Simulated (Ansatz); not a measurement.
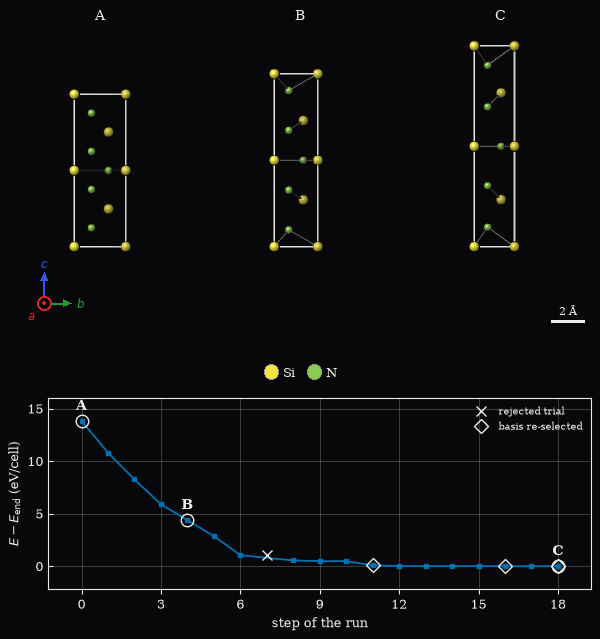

Frames of a relaxation of crystalline Si₄N₅ (a generated structure, set up in P-6m2) (coarse preliminary run), marked on the history of the run. The picture is a ball-and-stick view of the cell of the calculation, seen along the a axis.

Theory: Ansatz 0.2.0, DFT PBE, scalar-relativistic, plane waves, PAW.

Input file:
```yaml
crystal:
  lattice:
    - [3.61956848, 0.0, 0.0]
    - [-1.80978424, 3.13463825, 0.0]
    - [0.0, 0.0, 9.27606504]
  atoms:
    - { symbol: Si, position: [0.33333333, 0.66666667, 0.247791] }
    - { symbol: Si, position: [0.33333333, 0.66666667, 0.752209] }
    - { symbol: Si, position: [0.0, 0.0, 0.5] }
    - { symbol: Si, position: [0.0, 0.0, 0.0] }
    - { symbol: "N", position: [0.66666667, 0.33333333, 0.37491899] }
    - { symbol: "N", position: [0.66666667, 0.33333333, 0.87639701] }
    - { symbol: "N", position: [0.66666667, 0.33333333, 0.62508101] }
    - { symbol: "N", position: [0.66666667, 0.33333333, 0.12360299] }
    - { symbol: "N", position: [0.33333333, 0.66666667, 0.5] }
basis:
  ecutwfc: 420
kpoints:
  mp_grid: { grid: [6, 6, 2] }
hamiltonian:
  xc: pbe
scf:
  occupations: { method: gaussian, width: 0.1 }
  lower_state_search: "off"
output:
  forces: true
  stress: true
  eigenvalues: true
relax:
  adjacent_minimum: "off"
  f_tol: 0.04
  max_steps: 70
  cell: { stress_tol: 0.4 }
```

Run as
```bash
ansatz run input.yaml --threads 1 --pin off --max-ram 2560MiB --backend cpu --events-out ev --progress --plain --runs-dir out
```

### What happens along the run?

The largest moves relative to the cell, 0.87 Å, are those of N5 and N7. N7 goes along +c. By element the largest moves are N 0.87 Å, Si 0.17 Å. The volume changes by −19.5 %, with a = b 3.620 → 2.829 Å (−21.8 %), c 9.276 → 12.219 Å (+31.7 %). Among the contacts that change: Si1–N9 2.340 → 3.250 Å, Si1–Si1 3.620 → 2.829 Å, Si1–N5 2.400 → 1.841 Å, Si3–N5 2.390 → 2.904 Å. New bonds form: Si1–N5 (2.40 → 1.84 Å), Si2–N7 (2.40 → 1.84 Å). The space group stays P-6m2 (No. 187). The energy falls by 13.831 eV per cell of the calculation in 14 accepted moves (18 points after the start). The largest force component goes from 2.6 to 0.0011 eV/Å. The pressure goes from −16.97 to 0.00 GPa. The line search rejected the trial step at point 7 of the run. The SCF was repeated 3 times at an unchanged geometry on a basis and grid sized afresh for the cell, which shifted the energy by 0.395 eV per cell of the calculation at most. The run took 100 s on 1 thread of Intel(R) Xeon(R) Platinum 8488C (Sapphire Rapids), with other jobs on the host, peak memory 0.37 GiB. From step 0 to 4: N atoms move most (0.50 Å), volume −18.8 %, energy −9.445 eV per cell of the calculation. From step 4 to 18: Si atoms move most (0.45 Å), volume −0.9 %, energy −4.386 eV per cell of the calculation.

| step | E − E(0), meV/atom | largest force component, eV/Å | pressure, GPa | volume, Å³/atom | note |
| --- | --- | --- | --- | --- | --- |
| 0 | 0.00 | 2.6055 | -16.97 | 11.694 |  |
| 1 | -334.81 | 3.0168 | -11.25 | 10.587 |  |
| 2 | -618.42 | 1.9042 | -11.28 | 10.387 |  |
| 3 | -880.68 | 0.8192 | 0.37 | 9.630 |  |
| 4 | -1049.47 | 0.8822 | 1.54 | 9.501 |  |
| 5 | -1217.26 | 2.1459 | 4.45 | 9.302 |  |
| 6 | -1420.26 | 1.3240 | 0.01 | 9.122 |  |
| 7 | -1420.33 | 2.7883 | 12.49 | 8.587 | rejected |
| 8 | -1475.34 | 0.5664 | 1.64 | 9.002 |  |
| 9 | -1483.35 | 0.1312 | 0.37 | 9.080 |  |
| 10 | -1483.45 | 0.0166 | 0.02 | 9.100 |  |
| 11 | -1527.36 | 0.1760 | 3.53 | 9.100 | same geometry, new basis |
| 12 | -1534.22 | 0.2578 | 0.87 | 9.296 |  |
| 13 | -1535.18 | 0.1032 | -0.62 | 9.423 |  |
| 14 | -1535.38 | 0.0418 | 0.17 | 9.392 |  |
| 15 | -1535.38 | 0.0007 | 0.00 | 9.396 |  |
| 16 | -1536.81 | 0.0003 | 0.23 | 9.396 | same geometry, new basis |
| 17 | -1536.77 | 0.0011 | 0.00 | 9.413 |  |
| 18 | -1536.80 | 0.0011 | 0.00 | 9.413 | same geometry, new basis |
